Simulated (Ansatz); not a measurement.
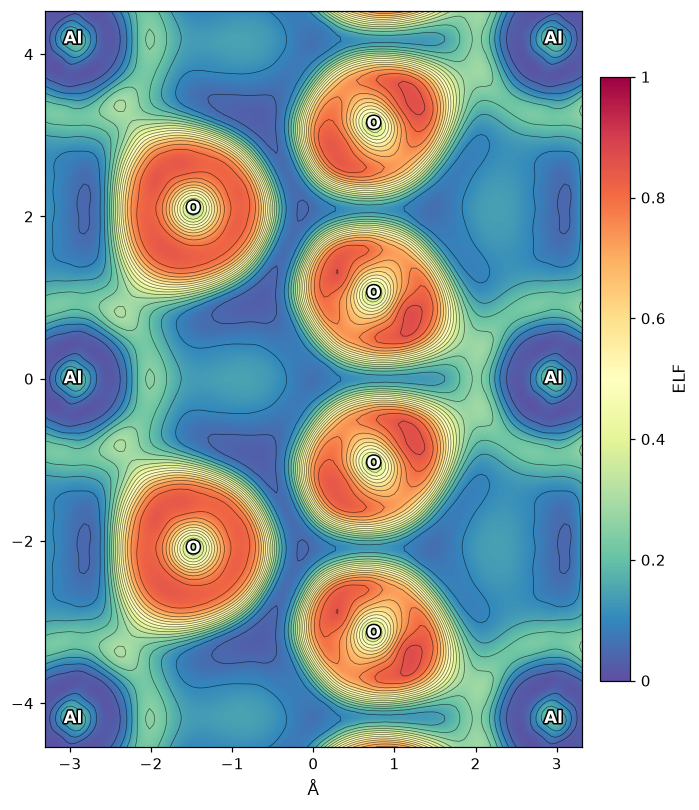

AlO₅. ELF on the (110) plane of the conventional cell.

Space group F-43m; a structure generated by program, which may or may not match a known phase; spin-polarised.

Computed with Ansatz, DFT PBE, scalar-relativistic, plane waves, PAW.

> Describe what can be read from this map.

Atoms in the plane: Al and O.
Al–O (2.45 Å): the ELF is about 0.30 at the midpoint; no localised pair shows between them.
Al–O (2.56 Å): the ELF is about 0.30 at the midpoint (no shared electron pair shows on this line).

> How are the moments arranged in this solution?

Parallel moments (a ferromagnetic arrangement) in this solution; site moments O: +1.1 μB (×4) and +0.4 μB (×16) in one cell of 24 atoms, with smaller moments on Al (up to −0.07 μB).

> Does the calculation give a band gap?

It is metallic or semimetallic at this level of theory: no gap opens.
